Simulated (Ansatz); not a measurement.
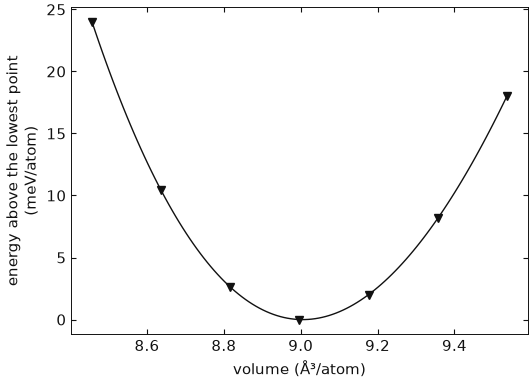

The figure shows the energy above the lowest point against volume for NiO, space group Fm-3m (No. 225) (one of a set of cubic test structures, which need not be the stable phase).

How it was computed, with Ansatz 0.2.0 development build: equation of state of a cubic crystal from periodic Kohn-Sham density functional theory without spin, third-order Birch-Murnaghan fit to the free energies; pressure corrected for the finite basis. Level: PBE.

```csv
setting,value
structure type,rock salt
atoms in cell,2
space group number,225
lattice centring,face-centred primitive
k mesh,45×45×45
occupation method,Fermi–Dirac
occupation width,0.06123 eV
wave cutoff,420 eV
datasets,soft-1 PAW
density tolerance,1e-07 eV
bands,16
density cutoff ratio,4
search for lower states,default
```

From this curve and the settings, what does the calculation give for the pressure at the same points?

The pressure falls from 14.9 GPa at volume 8.4569 Å³/atom to −10.3 GPa at 9.5365 Å³/atom, and changes sign near 9.01 Å³/atom.

| volume (Å³/atom) | pressure (GPa) |
| --- | --- |
| 8.4569 | 14.9 |
| 8.6368 | 9.4 |
| 8.8168 | 4.6 |
| 8.9967 | 0.2 |
| 9.1766 | −3.7 |
| 9.3566 | −7.2 |
| 9.5365 | −10.3 |

Limits of the calculation: known magnet treated without spin, far from its ground state.
